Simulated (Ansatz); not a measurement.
## Electronic structure of Be2S3 in real space

Input file:

```
crystal:
  lattice:
    - [2.3599835372, -2.6053350157, 0.0095987567]
    - [2.3599835372, 2.6053350157, 0.0095987567]
    - [-0.3260823566, 0.0, 6.5109563055]
  atoms:
    - { symbol: Be, position: [0.497632353, 0.9497790337, 0.8111087105] }
    - { symbol: Be, position: [0.0502209663, 0.502367647, 0.1888912895] }
    - { symbol: S, position: [0.3798996334, 0.4348981639, 0.6439030531] }
    - { symbol: S, position: [0.5651018361, 0.6201003666, 0.3560969469] }
    - { symbol: S, position: [0.0071452112, 0.9928547888, 0.0] }
basis:
  ecutwfc: 420
kpoints:
  mp_grid: { grid: [6, 6, 4] }
  band_path:
    path:
      - [[0.0, 0.0, 0.0], [-0.5, 0.5, 0.0], [-0.5, 0.5, 0.5], [0.0, 0.0, 0.5], [0.0, 0.0, 0.0]]
      - [[-0.5, 0.0, 0.5], [0.0, 0.0, 0.0], [-0.5, 0.0, 0.0]]
    npoints: 4
hamiltonian:
  xc: hse06
scf:
  occupations: { method: gaussian, width: 0.02 }
output:
  forces: true
  stress: true
  eigenvalues: true
  populations: true
  dos: { projected: true, de: 0.02 }
  bader: false
  write_density: true
  write_potential: true
  elf: true
  volumetric_format: npy
```

Launched as:

```sh
ansatz run input.yaml --threads 1 --pin off --max-ram 2560MiB --backend cpu --events-out ev --progress --plain --runs-dir out
```

Below, planes, directions and counts refer to the conventional cell (a = 4.72 Å, b = 5.21 Å, c = 6.52 Å, α = 90.00°, β = 92.63°, γ = 90.00°).

Space group C2; a generated structure, not necessarily the stable one; not relaxed (largest force 0.4 eV/Å).

Computed with DFT HSE06, scalar-relativistic, plane waves, PAW in Ansatz 0.2.0.

The density is the valence pseudo-density of a PAW calculation; it isn't the true density close to the nuclei.

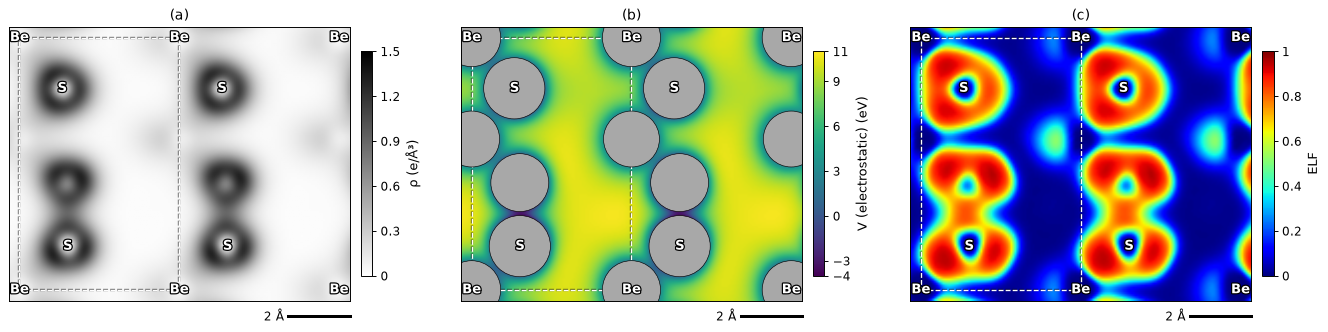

Figure 1. (a) valence pseudo-density; (b) electrostatic potential energy of an electron; (c) ELF on the (101) plane of the conventional cell. Grey discs cover the atomic cores in the potential map.

Question: Read the bonding off the picture.

Answer: Atoms in the plane: Be and S.
Atoms just off the plane (Be, 0.3 Å away and S, 0.3 Å away) can leave unmarked features too.
Be–S (2.12 Å): ρ at the midpoint is about 0.64 e/Å³; the ELF peaks at about 0.95 between the atoms, as expected for a shared but strongly polarised pair.
Between the atoms the lowest density in this plane is 0.02 e/Å³.
The ELF also peaks beside S, away from the bonds: lone-pair regions.
Outside the cores the potential energy rises away from the atoms and is highest about 2.0 Å from the nearest atoms; its zero is arbitrary.

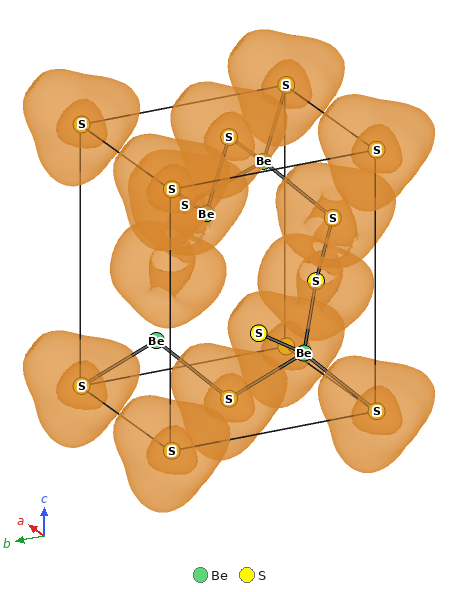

Figure 2. Isosurface of the ELF at 0.7 (orange), seen at an oblique angle. Only the valence region is drawn (cores and ρ < 0.01 e/Å³ removed). Sticks mark near contacts.

Question: Identify the bonds, lone pairs and shells in this picture.

Answer: The surface consists of two regions between bonded S–S atoms (shared pairs) and two regions wrapped around S (the valence shell of each), counted in one cell of 10 atoms. Any copies at cell faces, edges or corners count once. Along the contacts the grid gives the following. Be–S (2.08 Å): the ELF peaks at about 0.95 between the atoms; a shared but strongly polarised pair. S–S (2.11 Å): the ELF peaks at about 0.80 between the atoms: a covalent bond.

Question: Does the calculation give a band gap?

Answer: It is gapped, with a Kohn–Sham gap of 2.3 eV on the k-point mesh (the band edges may lie off the mesh, which would make the gap smaller).
